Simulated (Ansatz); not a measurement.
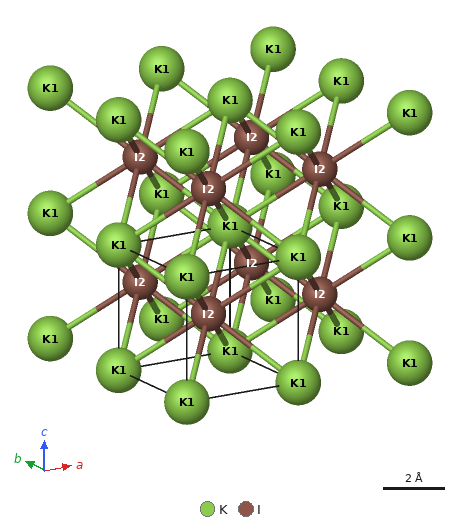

Reference structure: a symmetric starting cell of KI. A ball-and-stick model of the cell of the calculation, repeated 2 × 2 × 2 with one cell outlined, seen from a free direction.

Theory: Ansatz 0.2.0, DFT r2SCAN, scalar-relativistic, plane waves, PAW. Settings: plane-wave cutoff 500 eV; k-point mesh 6 × 6 × 6; occupations gaussian; smearing width 0.02 eV; no spin polarisation.

The variant: All lengths are scaled by −2.6 % (volume −7.6 %), the atoms keeping their fractional coordinates. No relaxation follows. The starting cell wasn't computed here and needn't be at equilibrium, so pressure and forces aren't due to the change alone.

Question: Predict the response.

Answer: Some distances before and after: I–K 3.716 → 3.620 Å. The space group stays Pm-3m (No. 221). The pressure is 1.4 GPa (not all of it need come from the change, since the unchanged cell can be under pressure at this level too). All forces vanish by symmetry.

Drawn alike, the variant:

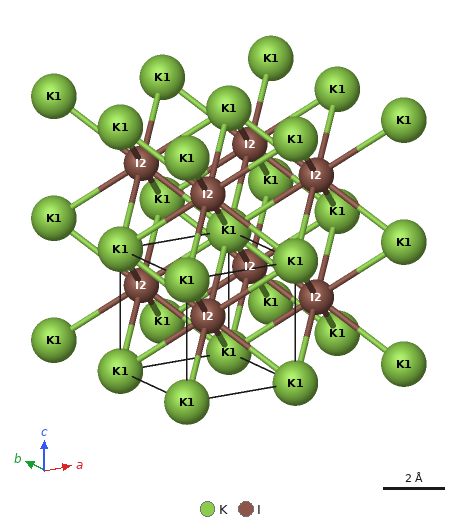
